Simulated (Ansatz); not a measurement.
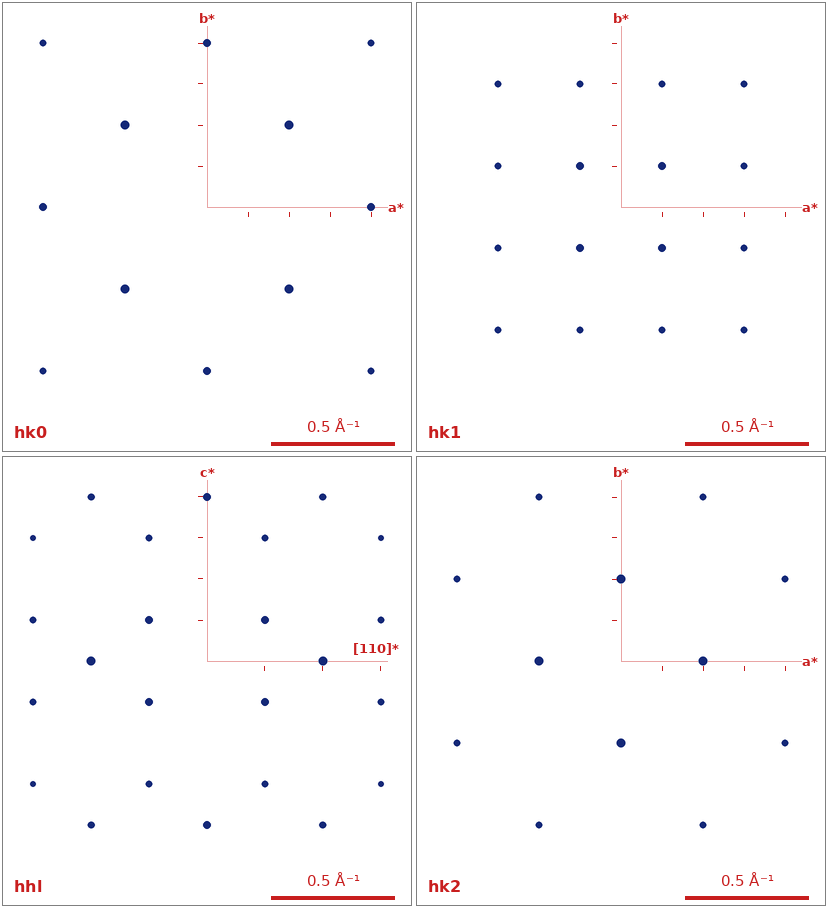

Four undistorted layers of reciprocal space, calculated for a single crystal (X-rays, kinematic |F|², B = 0.5 Å²). Tick marks count the reciprocal lattice steps of the conventional cell along each axis.

Question: Read the reciprocal cell and give the direct cell.

Answer: a* = 0.167, b* = 0.167, c* = 0.167 Å⁻¹; the cell is cubic with a = 5.97 Å.

Question: List the systematic absences.

Answer: Reflections are present only under these conditions. hkl: h + k = 2n, h + l = 2n; hk0: h = 2n, h + k = 4n; hhl: h + l = 2n; h00: h = 4n. The lattice is face-centred (F). Further gaps, such as 2 2 2, 4 4 2, come from atoms on special positions, not from the group's general conditions.

Question: Which space groups fit?

Answer: The intensities have Laue symmetry m-3m (the hk0 layer shows 4mm, hk1 shows 4mm). With these conditions only Fd-3m (No. 227) fits. The compound is Ga. Structure: the end point of a relaxation with DFT, RPBE, plane waves (420 eV) with PAW, scalar-relativistic (Ansatz 0.2.0); the starting structure was generated, so it need not be a known form of this composition.
